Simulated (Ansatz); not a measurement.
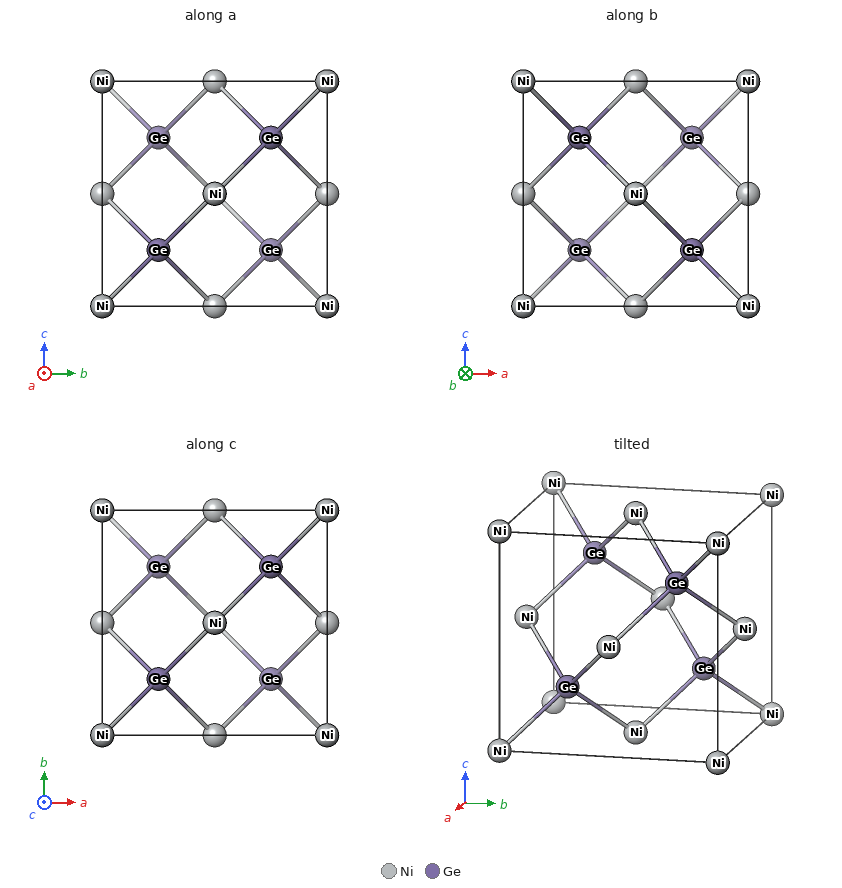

Crystal structure, ball-and-stick style, seen along the a axis, along the b axis, along the c axis and slightly off an axis. The conventional unit cell is outlined; an atom on or near a face, edge or corner is repeated at each equivalent position.

Lattice parameters: a = 5.6599 Å, b = 5.6599 Å, c = 5.6599 Å, α = 90.000°, β = 90.000°, γ = 90.000°.

Q: Express the structure as a CIF in P1 with every atom of the cell.

A:
```cif
data_structure
_symmetry_space_group_name_H-M 'P 1'
_symmetry_Int_Tables_number 1
_cell_length_a 5.6599
_cell_length_b 5.6599
_cell_length_c 5.6599
_cell_angle_alpha 90.000
_cell_angle_beta 90.000
_cell_angle_gamma 90.000
_cell_volume 181.32
loop_
_atom_site_label
_atom_site_type_symbol
_atom_site_fract_x
_atom_site_fract_y
_atom_site_fract_z
_atom_site_occupancy
Ni1 Ni 0.0000 0.0000 0.0000 1
Ge1 Ge 0.2500 0.2500 0.7500 1
Ni2 Ni 0.0000 0.5000 0.5000 1
Ge2 Ge 0.2500 0.7500 0.2500 1
Ni3 Ni 0.5000 0.0000 0.5000 1
Ge3 Ge 0.7500 0.2500 0.2500 1
Ni4 Ni 0.5000 0.5000 0.0000 1
Ge4 Ge 0.7500 0.7500 0.7500 1
```

Provenance: a structure type filled with these elements by a generator (whether the compound takes this form wasn't checked). Earlier steps of the study may have refined or changed the cell and positions. It was run through Ansatz as a DFT input.

At this level of theory the cell isn't at rest (stretched, at -10 GPa), so its distances can differ from those at equilibrium, the more so the softer the solid.
